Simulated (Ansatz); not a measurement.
Run report: Ru, geometry relaxation (part 1 of 2)

Ru (slab, 3 atoms in the cell), computed with DFT PBEsol, scalar-relativistic, plane waves, PAW, no spin polarisation (Ansatz 0.2.0).

The structure derives from an entry of the Crystallography Open Database. The input holds or restrains some coordinates. Forces given for the steps count only the free coordinates. It belongs to a series of runs on one base structure; here: clean slab, lower half held. Figures and captions count atoms from 1; the log counts them from 0 in places.

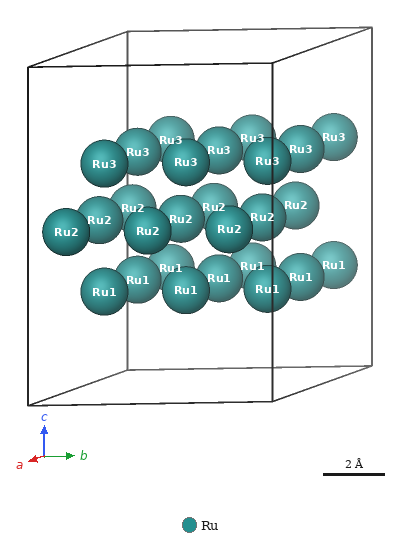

Figure 1. The starting structure (spheres-only view of the 3 × 3 repeat of the cell, with the vacuum cut short, seen slightly off an axis; atoms are numbered from 1 in the order of the input). An atom can appear more than once, as a periodic image.

Summary:

- outcome: converged under the restraints of the input
- electrons treated: 48
- free energy: −17447.2531 eV
- work function, top face: 5.09 eV
- work function, bottom face: 5.08 eV
- Fermi energy: 3.745 eV
- gap on the k-point mesh: none (metallic)
- final volume: 133.13 Å³
- work function (upper face): 5.09 eV
- largest force (length of the vector) at the end, held atoms and coordinates included: 0.001 eV/Å
- hardware: 1 thread of Arm Neoverse V1, 24 GiB of memory available, shared host
- wall time: 32 s
- peak memory: 0.35 GiB

Warnings of the run: the exchange-correlation potential is rough where the density is thin.

Input:
```yaml
crystal:
  lattice:
    - [2.6895239993, 0.0, 0.0]
    - [-1.3447619996, 2.3291961074, 0.0]
    - [0.0, 0.0, 21.2519209527]
  atoms:
    - { symbol: Ru, position: [0.3333333333, 0.6666666667, 0.3999638442] }
    - { symbol: Ru, position: [0.6666666667, 0.3333333333, 0.5] }
    - { symbol: Ru, position: [0.3333333333, 0.6666666667, 0.6000361558] }
basis:
  ecutwfc: 420
kpoints:
  mp_grid: { grid: [12, 12, 1] }
hamiltonian:
  xc: pbesol
scf:
  occupations: { method: gaussian, width: 0.1 }
output:
  forces: true
  eigenvalues: true
  write_density: true
  write_potential: true
  elf: true
  volumetric_format: npy
relax:
  adjacent_minimum: "off"
  f_tol: 0.03
  max_steps: 70
  constraints: [{ sites: [0] }]
efield:
  axis: 3
  dipole_correction: true
  ramp_width: 0.04
```

Launched with:
```bash
ansatz run input.yaml --threads 1 --pin off --max-ram 2560MiB --backend cpu --events-out ev --progress --plain --runs-dir out
```

Output:
```
Engine: ansatz 0.2.0, aarch64-unknown-linux-gnu
Pseudopotentials: kind: paw
Pseudopotential: Ru, paw, valence charge 16, recommended cutoff 420 eV (normal), Ru.paw.azcp
Functional definition: PBEsol
  exchange = pbesol_x
  correlation = pbesol_c
Crystal: 3 atoms, lattice volume = 133.131 Å³
Basis set: ecut = 420 eV, 2657 PW (Γ), exchange–correlation on 36×36×288 points (8 copies of the dense FFT grid, shifted against one another)
Bands: 29, of which v1, the nominal top of the filled ones, is band 24 counted from 1 (23 counted from 0)
Symmetry: 6 space group operations
k-points: 19 of 144 (time reversal used)
Non-local potential: Ru, projectors of the file, l = 0: 3, l = 1: 2, l = 2: 2, l = 3: 1
PAW form: soft (Blöchl's): semilocal exchange-correlation on the pseudo side does not see the compensation charge
PAW frozen core: Ru, regenerated for the run's functional, and the local potential with it (the file was generated under x = pbe(κ = 0.804, μ = 0.2195149727645171), c = pbe(β = 0.06672455060314922))
PAW one-centre angular grid: Ru, 590 points (default); XC on 64 Gauss nodes
Initial density: superposition of atomic densities (neutral atoms: chi_scale 0, normalization atom), corrected by the library's trained network
Initial wavefunctions: pseudopotential atomic-orbital guess
Functional: x = pbesol(κ = 0.804, μ = 0.12345679012345678), c = pbesol(β = 0.046)
SCF iter   1: F=—  HF=-17447.195961 eV  |F-HF|=—  |Δ(HF+E_count)|=         —  Δρ=9.31e-3  dr2=1.50e-1  ethr=1.77e-3  p=0.000 e·Å  D=2.00e-13 V/Å  ΔV_dip=-0.00 eV  dr2_dipole=4.24e-6  V_vac-E_F(+/−)=4.73/4.73 eV  ⟨swp⟩=7.2  Hψ=2570  notcnv=0
efield: sawtooth ramp at fractional position 0.9800 (placed from the atoms, in the widest stretch of the axis that holds none; the zero of the levels goes with the place), width 0.0400; the density the first Hamiltonian is built on has a dipole p = 0.000 e·Å; the dipole correction subtracts the counter field D = 2.00e-13 V/Å, which shifts the + side's vacuum level by -0.00 eV against the − side's; the planar-averaged density in the ramp window peaks in size at 5.1e-6 e/Å³
preconditioner: auto → LDOS  [insulator: Δε(μ)=0.139 eV  Ē_g=4.584 eV  σ=0.100 eV  W_gap=0.67  n_scr=14 (ndim 8)  ℏωp=15.8 eV  f_vac=0.618  D(μ)=1.48/eV (n_scr^D=8)  ε∞_Penn≈12.8  β→1.0]
SCF iter   2: F=—  HF=-17447.200472 eV  |F-HF|=—  |Δ(HF+E_count)|=   4.51e-3  Δρ=9.13e-3  dr2=1.79e-1  ethr=3.13e-4  p=0.000 e·Å  D=3.43e-5 V/Å  ΔV_dip=-0.00 eV  dr2_dipole=4.12e-5  V_vac-E_F(+/−)=4.98/4.98 eV  ⟨swp⟩=2.3  Hψ=1199  notcnv=0  defer=8
SCF iter   3: F=—  HF=-17447.176110 eV  |F-HF|=—  |Δ(HF+E_count)|=   2.44e-2  Δρ=1.89e-3  dr2=8.04e-3  ethr=3.13e-4  p=0.000 e·Å  D=2.15e-5 V/Å  ΔV_dip=-0.00 eV  dr2_dipole=4.68e-6  V_vac-E_F(+/−)=5.00/5.00 eV  ⟨swp⟩=2.0  Hψ=856  notcnv=0  defer=8
SCF iter   4: F=—  HF=-17447.175200 eV  |F-HF|=—  |Δ(HF+E_count)|=   9.10e-4  Δρ=4.64e-4  dr2=1.01e-3  ethr=1.68e-5  p=0.000 e·Å  D=3.24e-7 V/Å  ΔV_dip=-0.00 eV  dr2_dipole=6.80e-6  V_vac-E_F(+/−)=5.04/5.04 eV  ⟨swp⟩=3.3  Hψ=1052  notcnv=0  defer=8
SCF iter   5: F=—  HF=-17447.175137 eV  |F-HF|=—  |Δ(HF+E_count)|=   6.33e-5  Δρ=1.60e-4  dr2=1.35e-4  ethr=2.10e-6  p=0.000 e·Å  D=8.95e-6 V/Å  ΔV_dip=-0.00 eV  dr2_dipole=1.87e-5  V_vac-E_F(+/−)=5.09/5.09 eV  ⟨swp⟩=2.1  Hψ=693  notcnv=0  defer=8
SCF iter   6: F=—  HF=-17447.175150 eV  |F-HF|=—  |Δ(HF+E_count)|=   1.36e-5  Δρ=2.15e-4  dr2=4.90e-4  ethr=2.82e-7  p=-0.000 e·Å  D=-1.69e-5 V/Å  ΔV_dip=0.00 eV  dr2_dipole=1.24e-4  V_vac-E_F(+/−)=5.11/5.11 eV  ⟨swp⟩=2.1  Hψ=747  notcnv=0  defer=8  recentre
SCF iter   7: F=-17447.175130 eV  HF=-17447.175142 eV  |F-HF|=1.12e-5  |Δ(HF+E_count)|=   8.75e-6  Δρ=4.22e-5  dr2=1.20e-5  ethr=4.69e-8  p=0.000 e·Å  D=5.02e-6 V/Å  ΔV_dip=-0.00 eV  dr2_dipole=2.34e-6  V_vac-E_F(+/−)=5.11/5.12 eV  ⟨swp⟩=16.1  Hψ=5759  notcnv=0
SCF 1 converged in 7 iterations: F = -17447.175130 eV  dr2 = 1.20e-5
  greatest PAW one-centre occupation: 0.999 electrons in one spin orbital (limit 2), on the Ru atom at site 0 (counted from 0), in its partial waves of l = 0
relax step   1: F+E_penalty+E_count = -17447.17513035 eV  Δ(F+E_penalty+E_count) = +0.000e0 eV  max|allowed force component| = 1.001e0 eV/Å  Δτ_max = 0.0000 Å  (7 SCF iters, dr2 threshold 2.25e-5 eV, accepted)
Initial density: handed on by an earlier stage of this run
Initial wavefunctions: those handed on with the density
SCF iter   1: F=—  HF=-17447.325472 eV  |F-HF|=—  |Δ(HF+E_count)|=         —  Δρ=1.77e-2  dr2=1.95e0  ethr=3.10e-3  p=0.000 e·Å  D=4.42e-6 V/Å  ΔV_dip=-0.00 eV  dr2_dipole=4.60e-1  V_vac-E_F(+/−)=5.04/5.04 eV  ⟨swp⟩=5.4  Hψ=1641  notcnv=0  defer=1
efield: sawtooth ramp at fractional position 0.9800 (handed on by an earlier solve), width 0.0400; the density the first Hamiltonian is built on has a dipole p = 0.000 e·Å; the dipole correction subtracts the counter field D = 4.42e-6 V/Å, which shifts the + side's vacuum level by -0.00 eV against the − side's; the planar-averaged density in the ramp window peaks in size at 1.9e-6 e/Å³
preconditioner: auto → LDOS  [metal: Δε(μ)=0.031 eV  Ē_g=4.809 eV  σ=0.100 eV  W_gap=0.17  n_scr=14 (ndim 8)  ℏωp=15.8 eV  f_vac=0.627  D(μ)=2.01/eV (n_scr^D=10)  β→1.0]
SCF iter   2: F=—  HF=-17447.362895 eV  |F-HF|=—  |Δ(HF+E_count)|=   3.74e-2  Δρ=2.40e-2  dr2=3.55e0  ethr=3.10e-3  p=-0.002 e·Å  D=-3.02e-3 V/Å  ΔV_dip=0.06 eV  dr2_dipole=7.45e-1  V_vac-E_F(+/−)=5.20/5.13 eV  ⟨swp⟩=2.5  Hψ=968  notcnv=0  defer=9
SCF iter   3: F=—  HF=-17447.244155 eV  |F-HF|=—  |Δ(HF+E_count)|=   1.19e-1  Δρ=2.10e-3  dr2=8.15e-3  ethr=3.10e-3  p=0.001 e·Å  D=1.29e-3 V/Å  ΔV_dip=-0.03 eV  dr2_dipole=1.70e-3  V_vac-E_F(+/−)=5.07/5.10 eV  ⟨swp⟩=2.2  Hψ=718  notcnv=0  defer=9
SCF iter   4: F=—  HF=-17447.243753 eV  |F-HF|=—  |Δ(HF+E_count)|=   4.02e-4  Δρ=1.08e-3  dr2=7.64e-3  ethr=1.70e-5  p=0.000 e·Å  D=5.46e-4 V/Å  ΔV_dip=-0.01 eV  dr2_dipole=9.78e-4  V_vac-E_F(+/−)=5.08/5.09 eV  ⟨swp⟩=3.3  Hψ=1217  notcnv=0  defer=9
SCF iter   5: F=—  HF=-17447.243466 eV  |F-HF|=—  |Δ(HF+E_count)|=   2.87e-4  Δρ=4.33e-4  dr2=4.05e-4  ethr=1.59e-5  p=0.001 e·Å  D=9.51e-4 V/Å  ΔV_dip=-0.02 eV  dr2_dipole=1.48e-6  V_vac-E_F(+/−)=5.07/5.09 eV  ⟨swp⟩=2.1  Hψ=751  notcnv=0  defer=9
SCF iter   6: F=—  HF=-17447.243431 eV  |F-HF|=—  |Δ(HF+E_count)|=   3.50e-5  Δρ=1.54e-4  dr2=3.64e-5  ethr=1.30e-7  p=0.001 e·Å  D=8.70e-4 V/Å  ΔV_dip=-0.02 eV  dr2_dipole=1.40e-7  V_vac-E_F(+/−)=5.07/5.09 eV  ⟨swp⟩=17.8  Hψ=6642  notcnv=0
SCF iter   7: F=-17447.243431 eV  HF=-17447.243445 eV  |F-HF|=1.38e-5  |Δ(HF+E_count)|=   1.40e-5  Δρ=5.36e-5  dr2=1.42e-5  ethr=7.58e-8  p=0.001 e·Å  D=9.01e-4 V/Å  ΔV_dip=-0.02 eV  dr2_dipole=2.36e-6  V_vac-E_F(+/−)=5.07/5.09 eV  ⟨swp⟩=16.5  Hψ=5765  notcnv=0
SCF 2 converged in 7 iterations: F = -17447.243431 eV  dr2 = 1.42e-5
  greatest PAW one-centre occupation: 0.999 electrons in one spin orbital (limit 2), on the Ru atom at site 2 (counted from 0), in its partial waves of l = 0
relax step   2: F+E_penalty+E_count = -17447.24343136 eV  Δ(F+E_penalty+E_count) = -6.830e-2 eV  max|allowed force component| = 4.900e-1 eV/Å  Δτ_max = 0.1959 Å  (7 SCF iters, dr2 threshold 6.26e-5 eV, accepted)
SCF iter   1: F=—  HF=-17447.256358 eV  |F-HF|=—  |Δ(HF+E_count)|=         —  Δρ=3.66e-3  dr2=7.44e-2  ethr=1.92e-3  p=0.001 e·Å  D=9.00e-4 V/Å  ΔV_dip=-0.02 eV  dr2_dipole=1.60e-2  V_vac-E_F(+/−)=5.08/5.10 eV  ⟨swp⟩=2.4  Hψ=990  notcnv=0  defer=10
efield: sawtooth ramp at fractional position 0.9800 (handed on by an earlier solve), width 0.0400; the density the first Hamiltonian is built on has a dipole p = 0.001 e·Å; the dipole correction subtracts the counter field D = 9.00e-4 V/Å, which shifts the + side's vacuum level by -0.02 eV against the − side's; the planar-averaged density in the ramp window peaks in size at 1.5e-6 e/Å³
preconditioner: auto → LDOS  [metal: Δε(μ)=0.027 eV  Ē_g=4.740 eV  σ=0.100 eV  W_gap=0.15  n_scr=14 (ndim 8)  ℏωp=15.8 eV  f_vac=0.625  D(μ)=2.16/eV (n_scr^D=10)  β→1.0]
SCF iter   2: F=—  HF=-17447.256292 eV  |F-HF|=—  |Δ(HF+E_count)|=   6.61e-5  Δρ=4.23e-3  dr2=9.75e-2  ethr=1.55e-4  p=0.001 e·Å  D=1.65e-3 V/Å  ΔV_dip=-0.04 eV  dr2_dipole=1.86e-2  V_vac-E_F(+/−)=5.06/5.09 eV  ⟨swp⟩=2.2  Hψ=905  notcnv=0  defer=9
SCF iter   3: F=—  HF=-17447.253519 eV  |F-HF|=—  |Δ(HF+E_count)|=   2.77e-3  Δρ=1.57e-3  dr2=1.55e-2  ethr=1.55e-4  p=0.000 e·Å  D=3.30e-4 V/Å  ΔV_dip=-0.01 eV  dr2_dipole=3.39e-3  V_vac-E_F(+/−)=5.08/5.09 eV  ⟨swp⟩=1.9  Hψ=634  notcnv=0  defer=9
SCF iter   4: F=—  HF=-17447.253081 eV  |F-HF|=—  |Δ(HF+E_count)|=   4.38e-4  Δρ=4.07e-4  dr2=5.13e-4  ethr=3.24e-5  p=0.000 e·Å  D=5.57e-4 V/Å  ΔV_dip=-0.01 eV  dr2_dipole=7.04e-5  V_vac-E_F(+/−)=5.08/5.09 eV  ⟨swp⟩=1.7  Hψ=631  notcnv=0  defer=9
SCF iter   5: F=—  HF=-17447.252972 eV  |F-HF|=—  |Δ(HF+E_count)|=   1.09e-4  Δρ=1.02e-4  dr2=6.97e-5  ethr=1.07e-6  p=0.000 e·Å  D=4.75e-4 V/Å  ΔV_dip=-0.01 eV  dr2_dipole=1.83e-5  V_vac-E_F(+/−)=5.08/5.09 eV  ⟨swp⟩=2.0  Hψ=759  notcnv=0  defer=9
SCF iter   6: F=-17447.252975 eV  HF=-17447.252976 eV  |F-HF|=7.51e-7  |Δ(HF+E_count)|=   3.74e-6  Δρ=2.08e-5  dr2=1.60e-6  ethr=3.13e-8  p=0.000 e·Å  D=4.15e-4 V/Å  ΔV_dip=-0.01 eV  dr2_dipole=5.50e-7  V_vac-E_F(+/−)=5.08/5.09 eV  ⟨swp⟩=18.9  Hψ=6000  notcnv=0
SCF 3 converged in 6 iterations: F = -17447.252975 eV  dr2 = 1.60e-6
relax step   3: F+E_penalty+E_count = -17447.25297505 eV  Δ(F+E_penalty+E_count) = -9.544e-3 eV  max|allowed force component| = 6.167e-2 eV/Å  Δτ_max = 0.0444 Å  (6 SCF iters, dr2 threshold 1.50e-5 eV, accepted)
SCF iter   1: F=—  HF=-17447.253118 eV  |F-HF|=—  |Δ(HF+E_count)|=         —  Δρ=1.66e-4  dr2=1.77e-4  ethr=5.03e-6  p=0.000 e·Å  D=4.15e-4 V/Å  ΔV_dip=-0.01 eV  dr2_dipole=5.88e-5  V_vac-E_F(+/−)=5.08/5.09 eV  ⟨swp⟩=1.9  Hψ=918  notcnv=0
efield: sawtooth ramp at fractional position 0.9800 (handed on by an earlier solve), width 0.0400; the density the first Hamiltonian is built on has a dipole p = 0.000 e·Å; the dipole correction subtracts the counter field D = 4.15e-4 V/Å, which shifts the + side's vacuum level by -0.01 eV against the − side's; the planar-averaged density in the ramp window peaks in size at 1.7e-6 e/Å³
preconditioner: auto → LDOS  [metal: Δε(μ)=0.034 eV  Ē_g=4.736 eV  σ=0.100 eV  W_gap=0.19  n_scr=14 (ndim 8)  ℏωp=15.8 eV  f_vac=0.625  D(μ)=2.07/eV (n_scr^D=10)  β→1.0]
SCF iter   2: F=—  HF=-17447.253104 eV  |F-HF|=—  |Δ(HF+E_count)|=   1.40e-5  Δρ=1.13e-4  dr2=5.67e-5  ethr=3.68e-7  p=0.000 e·Å  D=1.65e-4 V/Å  ΔV_dip=-0.00 eV  dr2_dipole=9.14e-6  V_vac-E_F(+/−)=5.08/5.09 eV  ⟨swp⟩=2.1  Hψ=877  notcnv=0
SCF iter   3: F=—  HF=-17447.253077 eV  |F-HF|=—  |Δ(HF+E_count)|=   2.65e-5  Δρ=5.85e-5  dr2=1.12e-5  ethr=1.18e-7  p=0.000 e·Å  D=1.55e-4 V/Å  ΔV_dip=-0.00 eV  dr2_dipole=1.88e-6  V_vac-E_F(+/−)=5.08/5.09 eV  ⟨swp⟩=2.0  Hψ=772  notcnv=0
SCF iter   4: F=—  HF=-17447.253076 eV  |F-HF|=—  |Δ(HF+E_count)|=   8.91e-7  Δρ=1.20e-5  dr2=2.37e-6  ethr=2.33e-8  p=0.000 e·Å  D=1.06e-4 V/Å  ΔV_dip=-0.00 eV  dr2_dipole=8.46e-7  V_vac-E_F(+/−)=5.08/5.09 eV  ⟨swp⟩=2.1  Hψ=778  notcnv=0
SCF iter   5: F=—  HF=-17447.253076 eV  |F-HF|=—  |Δ(HF+E_count)|=   2.42e-8  Δρ=5.90e-6  dr2=2.01e-7  ethr=4.94e-9  p=0.000 e·Å  D=7.52e-5 V/Å  ΔV_dip=-0.00 eV  dr2_dipole=8.47e-10  V_vac-E_F(+/−)=5.08/5.08 eV  ⟨swp⟩=1.7  Hψ=696  notcnv=0
SCF iter   6: F=-17447.253076 eV  HF=-17447.253076 eV  |F-HF|=7.42e-8  |Δ(HF+E_count)|=   1.12e-8  Δρ=3.32e-6  dr2=6.47e-8  ethr=2.08e-10  p=0.000 e·Å  D=4.15e-5 V/Å  ΔV_dip=-0.00 eV  dr2_dipole=3.03e-8  V_vac-E_F(+/−)=5.08/5.08 eV  ⟨swp⟩=14.5  Hψ=4754  notcnv=0
SCF 4 converged in 6 iterations: F = -17447.253076 eV  dr2 = 6.47e-8
relax step   4: F+E_penalty+E_count = -17447.25307625 eV  Δ(F+E_penalty+E_count) = -1.012e-4 eV  max|allowed force component| = 6.615e-4 eV/Å  Δτ_max = 0.0020 Å  (6 SCF iters, accepted)
```

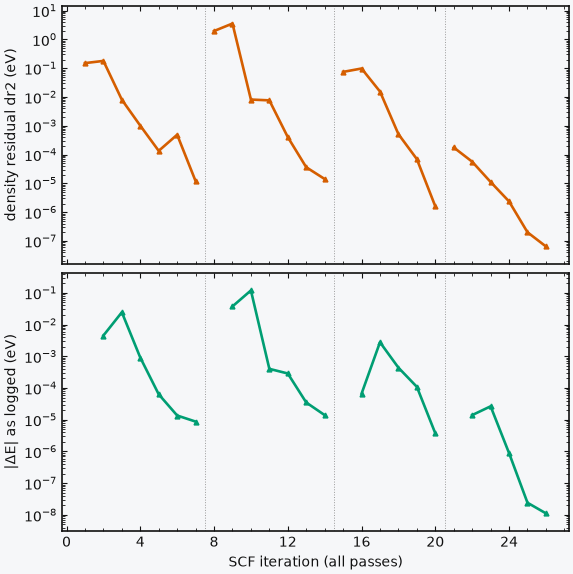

Figure 2. Convergence of the self-consistent field: density residual dr2 and size of the energy change against the SCF iteration. The dotted lines part the SCF passes of the relaxation: geometry steps, rejected trials and re-solves on a re-selected basis. The passes take 7, 7, 6 and 6 iterations.
